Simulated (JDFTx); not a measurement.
## A series of single points on GaP

System: GaP (F-43m, 2 atoms in the cell).
Method: Kohn-Sham DFT of a periodic cell, LDA, PseudoDojo-SR-LDA-0.4.1-standard, no spin polarisation (JDFTx 1.7.0 (patched build)).

The 7 runs differ only in the geometry, by an even scaling of the cell at fixed fractional positions. The structure derives from an entry of the Crystallography Open Database.

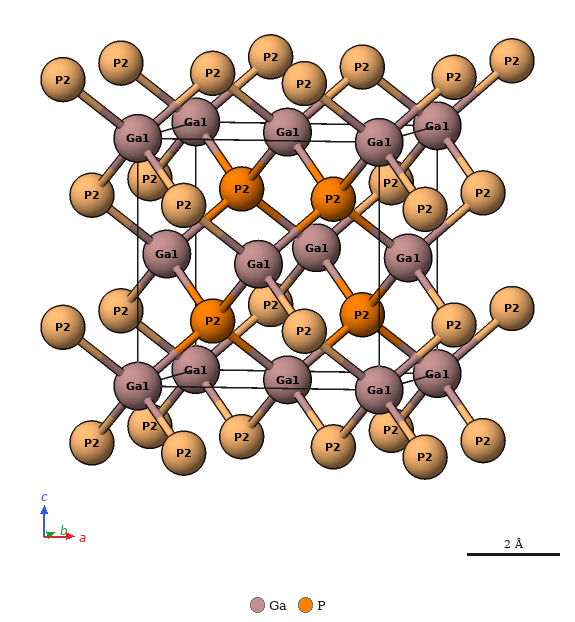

Figure 1. The structure of run 4 (ball-and-stick view of the cell 4 times as large as that of the calculation, set on its symmetry axes, seen at an oblique angle; neighbours outside the cell are drawn fainter; atoms are numbered from 1 in the order of the input).

## Input of run 4
```
lattice \
    0.0000000000     2.7252500000     2.7252500000 \
    2.7252500000     0.0000000000     2.7252500000 \
    2.7252500000     2.7252500000     0.0000000000
latt-scale 1.889726124626 1.889726124626 1.889726124626
coords-type Lattice
ion Ga     0.0000000000     0.0000000000     0.0000000000 1
ion P      0.7500000000     0.7500000000     0.7500000000 1

ion-species pseudo/Ga.upf
ion-species pseudo/P.upf
elec-cutoff 40 320
elec-ex-corr lda-PW
kpoint-folding 8 8 8
elec-smearing Fermi 0.0018374661
elec-n-bands 15
electronic-SCF nIterations 100 energyDiffThreshold 1e-09
electronic-minimize nIterations 30 energyDiffThreshold 1e-7
forces-output-coords Cartesian

dump-name run.$VAR
dump End Ecomponents EigStats BandEigs Kpoints Forces Stress ElecDensity Dtot KEdensity
```

Command:
```bash
jdftx -c 1 -i GaP.in -o GaP.out
```

Run 6 differs from it as follows:
```diff
-    0.0000000000     2.7252500000     2.7252500000 \
-    2.7252500000     0.0000000000     2.7252500000 \
-    2.7252500000     2.7252500000     0.0000000000
+    0.0000000000     2.7611126653     2.7611126653 \
+    2.7611126653     0.0000000000     2.7611126653 \
+    2.7611126653     2.7611126653     0.0000000000
```

## Results, with one run withheld

```tsv
run	volume per atom (Å³)	free energy per atom, from the lowest run given (meV)	pressure (GPa)	gap on the mesh (eV)
1	19.026	3.90	2.55	1.38
2	19.431	0.00	0.51	1.43
3	19.836	0.97	−1.31	1.47
4	20.240	6.30	−2.93	1.50
5	20.645	15.51	−4.38	1.44
6	21.050	?	?	?
7	21.455	43.95	−6.83	1.13
```

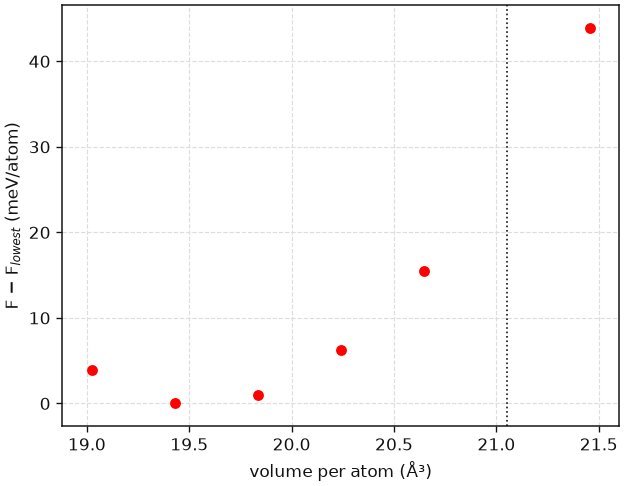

Figure 2. Free energy per atom of the runs given; the dotted line marks run 6.

What should run 6 give?

A cubic polynomial in V^(−2/3) (the Birch–Murnaghan form), fitted to the 6 runs given, misses them by at most 0.01 meV per atom. With x = V^(−2/3) − 0.13536 Å⁻², it reads F = 3.7031 − 3174 x + 6.4221e+05 x² + 1.3197e+06 x³ (meV per atom). At run 6 it gives 28.19 meV per atom, and the run itself gives 28.19. The slope of the fit gives a pressure −dF/dV of −5.65 GPa there, and the run prints −5.68 GPa. The fit has its minimum at 19.546 Å³ per atom, where V d²F/dV² gives 90.2 GPa: the bulk modulus at this level, since symmetry fixes the shape and the positions. The gap on the mesh lies between 1.13 eV (run 7) and 1.50 eV (run 4); run 6 has 1.28 eV. These are gaps of this functional on this mesh, which can miss the band edges; they aren't the measured gap.

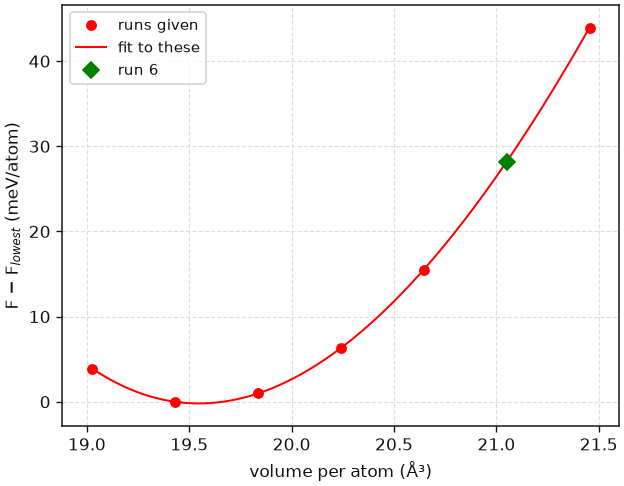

Figure 3. The fit and the withheld run.

## Some lines of the output (run 6)
```
[...]
unit cell volume = 284.105
     Etot =      -74.0096484660960243
        F =      -74.0096484674069899
	HOMO-LUMO gap: +0.047153
	Optical gap  : +0.047153 at state 0 ( [ +0.000000 +0.000000 +0.000000 ] spin 0 )
```
